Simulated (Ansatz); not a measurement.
## Ge: single-point calculation

The run: single-point calculation of Ge (12 atoms in the cell). Method and program: DFT PBEsol, scalar-relativistic, plane waves, PAW, no spin polarisation (Ansatz 0.2.0).

The structure derives from an entry of the Crystallography Open Database. It belongs to a series of runs on one base structure; here: all atoms moved at random, sigma 0.25 A a component. Figures and captions count atoms from 1; the log counts them from 0 in places.

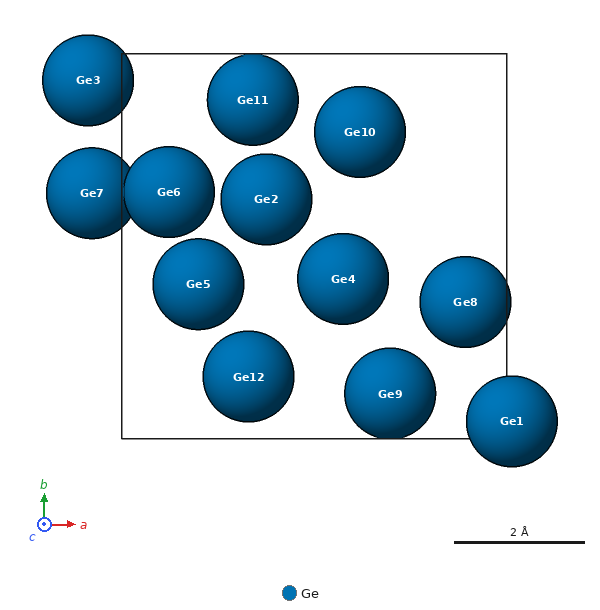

The structure as given in the input (spheres-only view of the cell of the calculation, along the c axis; atoms are numbered from 1 in the order of the input). An atom can appear more than once, as a periodic image.

Input:
```yaml
crystal:
  lattice:
    - [5.9262002496, 0.0, 0.0]
    - [0.0, 5.9262002496, 0.0]
    - [0.0, 0.0, 6.9662509041]
  atoms:
    - { symbol: Ge, position: [0.0134902266, 0.0446403252, 0.0452323521] }
    - { symbol: Ge, position: [0.3757922997, 0.6213881751, 0.7786508409] }
    - { symbol: Ge, position: [0.9125248825, 0.9305626116, 0.5222481528] }
    - { symbol: Ge, position: [0.5750460087, 0.4147864549, 0.237865645] }
    - { symbol: Ge, position: [0.1990788973, 0.40102997, 0.2996988041] }
    - { symbol: Ge, position: [0.1225463836, 0.6405083961, -0.0252886722] }
    - { symbol: Ge, position: [0.9225067241, 0.6374016143, 0.7572756796] }
    - { symbol: Ge, position: [0.8928909685, 0.3547661497, 0.4476721637] }
    - { symbol: Ge, position: [0.6973435416, 0.1170551429, 0.9542422459] }
    - { symbol: Ge, position: [0.6189512949, 0.7966488534, 0.2273523826] }
    - { symbol: Ge, position: [0.3404763114, 0.8799997592, 0.4521199491] }
    - { symbol: Ge, position: [0.3293524612, 0.1612125476, 0.8029304564] }
basis:
  ecutwfc: 420
kpoints:
  mp_grid: { grid: [4, 4, 4] }
hamiltonian:
  xc: pbesol
scf:
  occupations: { method: gaussian, width: 0.05 }
output:
  forces: true
  stress: true
  eigenvalues: true
```

Machine: 2 threads of Arm Neoverse V2, 24 GiB of memory available, shared host.

Run as:
```bash
ansatz run input.yaml --threads 2 --pin off --max-ram 5120MiB --backend cpu --events-out ev --progress --plain --runs-dir out
```

Output:
```
Engine: ansatz 0.2.0, aarch64-unknown-linux-gnu
Pseudopotentials: kind: paw
Pseudopotential: Ge, paw, valence charge 14, recommended cutoff 420 eV (normal), Ge.paw.azcp
Functional definition: PBEsol
  exchange = pbesol_x
  correlation = pbesol_c
Crystal: 12 atoms, lattice volume = 244.654 Å³
Basis set: ecut = 420 eV, 4751 PW (Γ), exchange–correlation on 80×80×96 points (8 copies of the dense FFT grid, shifted against one another)
Bands: 101, of which v1, the nominal top of the filled ones, is band 84 counted from 1 (83 counted from 0)
Symmetry: 1 space group operations
Space group: P1 (ITA 1), of the structure as read, at distance tolerance 6.3e-5 Å
k-points: 36 of 64 (time reversal used)
Non-local potential: Ge, projectors of the file, l = 0: 2, l = 1: 2, l = 2: 3, l = 3: 1
PAW form: soft (Blöchl's): semilocal exchange-correlation on the pseudo side does not see the compensation charge
PAW frozen core: Ge, regenerated for the run's functional, and the local potential with it (the file was generated under x = pbe(κ = 0.804, μ = 0.2195149727645171), c = pbe(β = 0.06672455060314922))
PAW one-centre angular grid: Ge, 590 points (default); XC on 64 Gauss nodes
Initial density: superposition of atomic densities (neutral atoms: chi_scale 0, normalization atom), corrected by the library's trained network
Initial wavefunctions: pseudopotential atomic-orbital guess
Functional: x = pbesol(κ = 0.804, μ = 0.12345679012345678), c = pbesol(β = 0.046)
SCF iter   1: F=—  HF=-51031.894179 eV  |F-HF|=—  |Δ(HF+E_count)|=         —  Δρ=2.92e-3  dr2=3.35e-2  ethr=1.77e-3  ⟨swp⟩=6.0  Hψ=12590  notcnv=0  defer=2
preconditioner: auto → Kerker (q_TF=auto, 2.563 Å⁻¹)  [metal: Δε(μ)=0.010 eV  Ē_g=22.343 eV  σ=0.050 eV  W_gap=0.11  n_scr=80 (ndim 8)  ℏωp=30.8 eV  f_vac=0.005  D(μ)=4.24/eV (n_scr^D=26)]
SCF iter   2: F=—  HF=-51031.888372 eV  |F-HF|=—  |Δ(HF+E_count)|=   5.81e-3  Δρ=1.66e-3  dr2=1.37e-2  ethr=1.99e-5  ⟨swp⟩=2.0  Hψ=6691  notcnv=0  defer=52
SCF iter   3: F=—  HF=-51031.886265 eV  |F-HF|=—  |Δ(HF+E_count)|=   2.11e-3  Δρ=7.88e-4  dr2=3.66e-3  ethr=8.15e-6  ⟨swp⟩=2.0  Hψ=3597  notcnv=0  defer=52
SCF iter   4: F=—  HF=-51031.885484 eV  |F-HF|=—  |Δ(HF+E_count)|=   7.80e-4  Δρ=2.37e-4  dr2=2.71e-4  ethr=2.18e-6  ⟨swp⟩=2.0  Hψ=4065  notcnv=0  defer=52
SCF iter   5: F=—  HF=-51031.885465 eV  |F-HF|=—  |Δ(HF+E_count)|=   1.90e-5  Δρ=7.81e-5  dr2=3.10e-5  ethr=1.61e-7  ⟨swp⟩=2.0  Hψ=6289  notcnv=0  defer=52
SCF iter   6: F=—  HF=-51031.885452 eV  |F-HF|=—  |Δ(HF+E_count)|=   1.33e-5  Δρ=3.93e-5  dr2=7.45e-6  ethr=1.84e-8  ⟨swp⟩=2.0  Hψ=6289  notcnv=0  defer=52
SCF iter   7: F=—  HF=-51031.885451 eV  |F-HF|=—  |Δ(HF+E_count)|=   1.49e-6  Δρ=2.03e-5  dr2=2.39e-6  ethr=4.44e-9  ⟨swp⟩=2.0  Hψ=6289  notcnv=0  defer=52
SCF iter   8: F=—  HF=-51031.885450 eV  |F-HF|=—  |Δ(HF+E_count)|=   4.99e-7  Δρ=6.92e-6  dr2=3.37e-7  ethr=1.42e-9  ⟨swp⟩=2.0  Hψ=6289  notcnv=0  defer=52
SCF iter   9: F=-51031.885450 eV  HF=-51031.885450 eV  |F-HF|=1.55e-8  |Δ(HF+E_count)|=   1.85e-8  Δρ=2.19e-6  dr2=2.98e-8  ethr=5.95e-11  ⟨swp⟩=8.2  Hψ=14490  notcnv=0
SCF 1 converged in 9 iterations: F = -51031.885450 eV  dr2 = 2.98e-8
  greatest PAW one-centre occupation: 0.999 electrons in one spin orbital (limit 2), on the Ge atom at site 5 (counted from 0), in its partial waves of l = 2
```

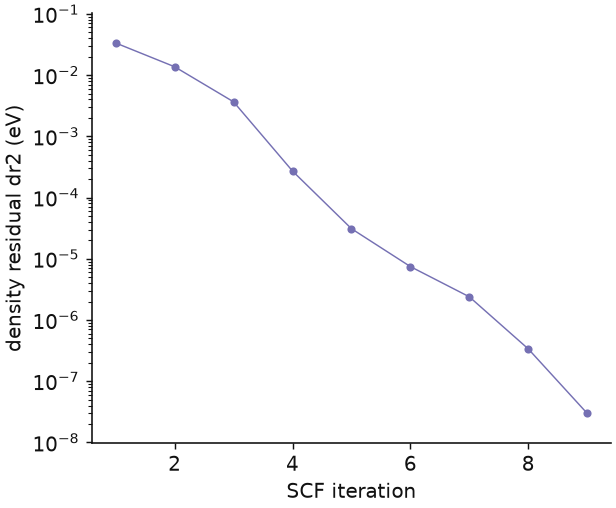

Convergence of the self-consistent field: density residual dr2 against the SCF iteration. The residual falls at every step.

```
SCF converged after 9 iterations
Free energy (F): -51031.885450 eV
Harris-Foulkes:  -51031.885450 eV  (|F-HF|=1.55e-8)
Internal energy: -51031.880283 eV  (E = F + TS)
E sigma→0 (E₀):  -51031.882866 eV
Entropy (-TS):   -0.005167 eV (-0.431 meV/atom)
Fermi energy:    9.575928 eV
--- Per-component energies (eV) ---
  E_band       = -1628.834943
  E_kinetic    = 1349.563302
  E_local      = -28616.682576  (includes V_loc(G=0)·N_el)
  E_nonlocal   = 5032.238727
  E_hartree    = 12558.583047
  E_xc         = -907.582114
  E_vxc        = -786.145204  (∫ρ·V_xc dr)
  E_paw        = -23730.781293  (= ΣΔE_a)
  E_vpaw       = -3724.979095  (= ΣTr[D̂ρ^β])
  E_aug_tail   = 0.003535  (compensation charges beyond the density's cutoff)
  E_ewald      = -16728.238146
  E_core_change = 11.015235  (= ΣΔE_core)
  E_smearing   = -0.005167  (= −TS)
  E_closure    = 0.000000  (closes the sum)
  Σ components = -51031.885450   (vs F -51031.885450, Δ=0.00e0)
--- Forces (eV/Å), atoms counted from 1 ---
  atom   1  Ge     7.46615510    -1.01925100     2.36256823
  atom   2  Ge     6.09558517    -0.80168063    -5.25458224
  atom   3  Ge    -0.19026528     0.57021911    -1.39977489
  atom   4  Ge     1.70552687    -2.16502457    -1.08374602
  atom   5  Ge     1.83055853     0.57078910    -2.51571932
  atom   6  Ge     1.64826208     0.32414591    13.67880559
  atom   7  Ge    -7.96510752    -1.28234507    -8.56048439
  atom   8  Ge    -3.68125662    -0.72164649     3.87082852
  atom   9  Ge    -6.99283392     1.57350515    -1.32406550
  atom  10  Ge     1.65290293     2.29542182    -0.61255596
  atom  11  Ge    -1.43646435     0.34343670     1.90132283
  atom  12  Ge    -0.13306942     0.31241425    -1.06260587
  max |Σ_I F_I| component: 1.57e-5 eV/Å
--- Stress (GPa, compression-positive) ---
       25.765223      -2.246936       0.468606
       -2.246936       0.759658      -2.022441
        0.468606      -2.022441      12.806210
  P = ⅓ Tr σ = 13.1104 GPa (131.104 kbar)
--- Band table (eV; the first three rows and the last of 36) ---
  k-point 0: bands = ["-16.2293", "-15.8333", "-15.8256", "-15.7863", "-15.7199", "-15.6734", "-15.5392", "-15.5096", "-15.4952", "-15.4741", "-15.4630", "-15.4135", "-15.4118", "-15.3710", "-15.3116", "-15.3042", "-15.2945", "-15.2755", "-15.2457", "-15.2232", "-15.2063", "-15.1979", "-15.1898", "-15.1673", "-15.1621", "-15.1506", "-15.1435", "-15.1193", "-15.1091", "-15.0967", "-15.0804", "-15.0679", "-15.0638", "-15.0575", "-15.0523", "-15.0465", "-15.0371", "-15.0344", "-15.0197", "-15.0114", "-15.0058", "-14.9935", "-14.9867", "-14.9705", "-14.9579", "-14.9559", "-14.9479", "-14.9344", "-14.9284", "-14.9210", "-14.9172", "-14.9098", "-14.9027", "-14.8939", "-14.8928", "-14.8662", "-14.8630", "-14.8346", "-14.8236", "-14.7259", "-4.0890", "-2.3635", "-1.3654", "-0.3526", "-0.2542", "0.4929", "1.3016", "2.4604", "3.0433", "3.2709", "3.6305", "4.1655", "4.7200", "5.3185", "5.6326", "5.7831", "6.1064", "6.4465", "6.6014", "7.6327", "8.0082", "8.4481", "8.6003", "9.3284", "9.8351", "10.2734", "10.8951", "11.1201", "11.9426", "12.4568", "12.7242", "13.0969", "13.1193", "13.5301", "14.1468", "14.4748", "14.7968", "15.1365", "15.5398", "15.9599", "16.0698"]
  k-point 1: bands = ["-16.2293", "-15.8334", "-15.8262", "-15.7855", "-15.7203", "-15.6731", "-15.5386", "-15.5098", "-15.4950", "-15.4741", "-15.4630", "-15.4138", "-15.4119", "-15.3710", "-15.3122", "-15.3037", "-15.2941", "-15.2751", "-15.2464", "-15.2229", "-15.2064", "-15.1973", "-15.1904", "-15.1669", "-15.1625", "-15.1530", "-15.1430", "-15.1207", "-15.1097", "-15.0940", "-15.0801", "-15.0677", "-15.0637", "-15.0569", "-15.0524", "-15.0463", "-15.0366", "-15.0346", "-15.0193", "-15.0134", "-15.0046", "-14.9936", "-14.9863", "-14.9705", "-14.9593", "-14.9560", "-14.9483", "-14.9345", "-14.9283", "-14.9207", "-14.9171", "-14.9095", "-14.9013", "-14.8947", "-14.8926", "-14.8663", "-14.8642", "-14.8333", "-14.8239", "-14.7258", "-3.9707", "-2.7074", "-1.2973", "-0.2851", "-0.0913", "0.5339", "1.5014", "2.2001", "2.8664", "3.2199", "3.7511", "3.9334", "4.5855", "5.1040", "5.5213", "6.3006", "6.6681", "6.8671", "7.0954", "7.5080", "7.9354", "8.2170", "8.2707", "8.7151", "10.0976", "10.4642", "11.1066", "11.4159", "11.5491", "11.7528", "12.0714", "12.3547", "13.2854", "13.5927", "14.2068", "14.3464", "15.0304", "15.3145", "15.6263", "15.7602", "15.8787"]
  k-point 2: bands = ["-16.2293", "-15.8334", "-15.8268", "-15.7847", "-15.7206", "-15.6729", "-15.5381", "-15.5101", "-15.4949", "-15.4742", "-15.4631", "-15.4140", "-15.4120", "-15.3709", "-15.3126", "-15.3034", "-15.2937", "-15.2746", "-15.2470", "-15.2226", "-15.2065", "-15.1961", "-15.1915", "-15.1667", "-15.1632", "-15.1549", "-15.1424", "-15.1220", "-15.1104", "-15.0920", "-15.0796", "-15.0675", "-15.0635", "-15.0565", "-15.0523", "-15.0461", "-15.0362", "-15.0346", "-15.0192", "-15.0150", "-15.0032", "-14.9942", "-14.9856", "-14.9706", "-14.9604", "-14.9565", "-14.9485", "-14.9347", "-14.9281", "-14.9207", "-14.9166", "-14.9093", "-14.8998", "-14.8957", "-14.8925", "-14.8664", "-14.8653", "-14.8321", "-14.8243", "-14.7257", "-3.7879", "-3.0619", "-1.2537", "-0.2524", "0.0807", "0.5934", "1.4757", "2.4400", "2.5932", "3.0944", "3.6275", "3.9052", "4.4442", "5.0721", "5.4385", "6.5940", "7.0172", "7.0411", "7.4716", "7.8744", "7.9892", "8.1637", "8.5733", "8.9478", "9.1728", "9.7052", "10.0044", "11.0940", "11.9798", "12.0411", "12.3196", "12.7703", "12.9192", "13.4393", "14.2004", "14.4073", "14.8885", "14.9942", "15.0962", "15.5423", "15.8657"]
  k-point 35: bands = ["-16.2300", "-15.8322", "-15.8238", "-15.7979", "-15.7203", "-15.6733", "-15.5185", "-15.5098", "-15.4960", "-15.4740", "-15.4616", "-15.4140", "-15.4114", "-15.3519", "-15.3171", "-15.3038", "-15.2948", "-15.2730", "-15.2656", "-15.2187", "-15.2048", "-15.1992", "-15.1838", "-15.1769", "-15.1702", "-15.1498", "-15.1430", "-15.1177", "-15.1041", "-15.0945", "-15.0800", "-15.0648", "-15.0611", "-15.0579", "-15.0555", "-15.0431", "-15.0301", "-15.0218", "-15.0149", "-15.0100", "-15.0009", "-14.9953", "-14.9756", "-14.9678", "-14.9605", "-14.9501", "-14.9492", "-14.9436", "-14.9366", "-14.9295", "-14.9198", "-14.9125", "-14.9064", "-14.8977", "-14.8915", "-14.8732", "-14.8683", "-14.8413", "-14.8234", "-14.7298", "-3.3416", "-1.9533", "-1.7041", "-1.4358", "-0.4650", "-0.1822", "0.0836", "0.7182", "4.1889", "4.3486", "4.6618", "5.1602", "5.8035", "5.9722", "6.2601", "6.6561", "7.1329", "7.3453", "7.5682", "7.8131", "8.1913", "8.4921", "8.7508", "9.2063", "9.5199", "9.8597", "10.4988", "10.5975", "10.7761", "11.0509", "11.2560", "11.2944", "12.7429", "13.2088", "13.3996", "13.6248", "13.7109", "14.6230", "14.7209", "14.9552", "14.9901"]
```

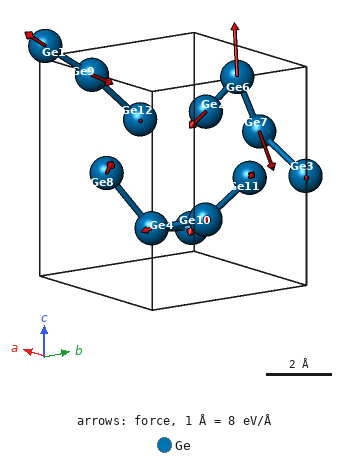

Forces on the atoms as red arrows (ball-and-stick view of the cell of the calculation, seen at an oblique angle; atoms are numbered from 1 in the order of the input). The largest act on Ge6 (13.78 eV/Å); Ge7 (11.76 eV/Å); Ge2 (8.09 eV/Å); Ge1 (7.90 eV/Å), among others. The geometry is not a stationary point of this energy.

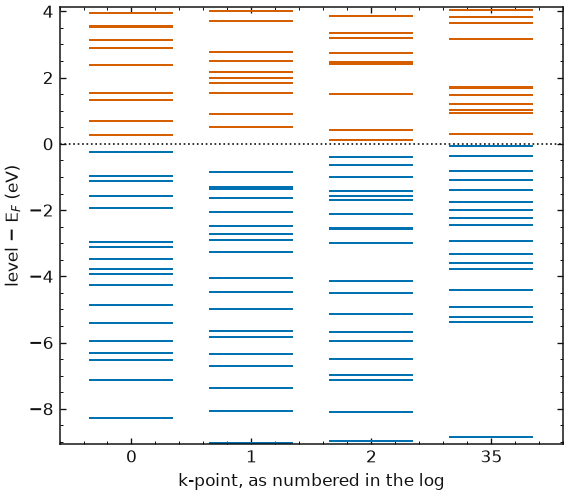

Kohn–Sham levels near the Fermi level (dotted) at the few k-points that the log prints; levels within 0.02 eV of each other stand side by side. The system is metallic on the full mesh.

Key numbers:

```tsv
quantity	value
outcome	converged
space group (tolerance 0.01 Å)	P1 (1)
electrons treated	168
free energy	−51031.8855 eV
Fermi energy	9.576 eV
gap on the k-point mesh	none (metallic)
pressure	13.11 GPa
largest force (length of the vector)	13.782 eV/Å
wall time	37 s (CPU time 74 s)
peak memory	0.9 GiB
```
